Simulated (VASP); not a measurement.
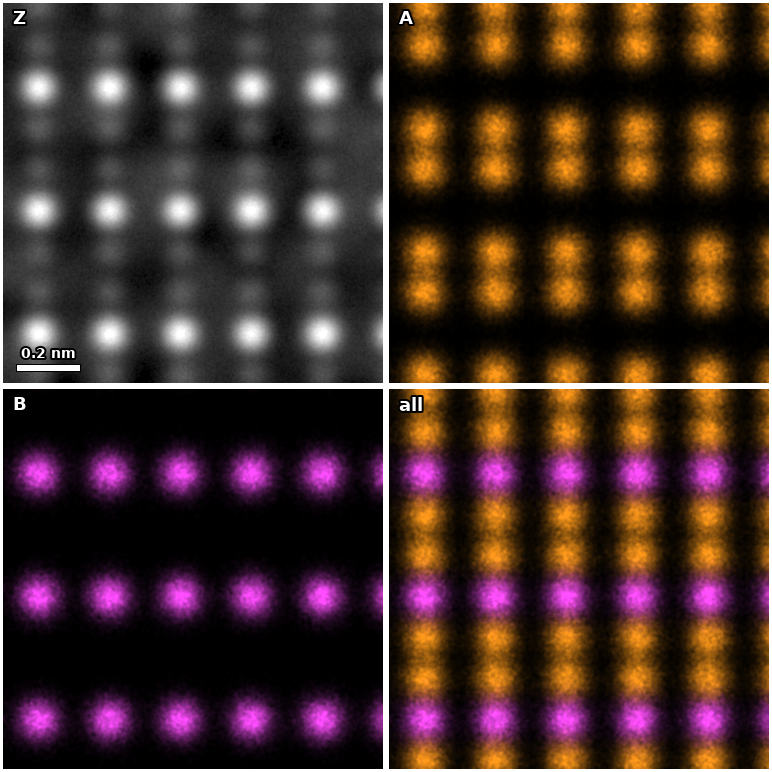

Si2Mo (I4/mmm, No. 139) along [110]. Panel Z: The image is simulated as a sum over atoms of Z^1.7, blurred by a 0.80 Å probe (no channelling). The probe carries 15 % of its weight in a tail 2.5 times as wide. The display is stretched by a gamma of 0.65; percentages refer to the linear signal. Shot noise and the speckle of an amorphous layer were added. The other panels are simulated element maps (the number of atoms of one element along the beam, blurred by 1.0 Å, with counting noise; each on its own scale, no channelling); the last overlays them. Atomic positions: an entry of the Crystallography Open Database, as set up for an electronic-structure calculation.

```cif
data_structure
_symmetry_space_group_name_H-M 'P 1'
_symmetry_Int_Tables_number 1
_cell_length_a 3.2000
_cell_length_b 3.2000
_cell_length_c 7.8610
_cell_angle_alpha 90.000
_cell_angle_beta 90.000
_cell_angle_gamma 90.000
_cell_volume 80.50
loop_
_atom_site_label
_atom_site_type_symbol
_atom_site_fract_x
_atom_site_fract_y
_atom_site_fract_z
_atom_site_occupancy
Mo1 Mo 0.00000 0.00000 0.00000 1
Si1 Si 0.50000 0.50000 0.16700 1
Si2 Si 0.00000 0.00000 0.33300 1
Mo2 Mo 0.50000 0.50000 0.50000 1
Si3 Si 0.00000 0.00000 0.66700 1
Si4 Si 0.50000 0.50000 0.83300 1
```

Which element does each lettered map show?

Answer. A: Si, B: Mo. The projected cell (2.26 × 3.93 Å, 90°) holds 3 columns: 2 of Si and 1 of Mo. No column is shared by two of the mapped elements.
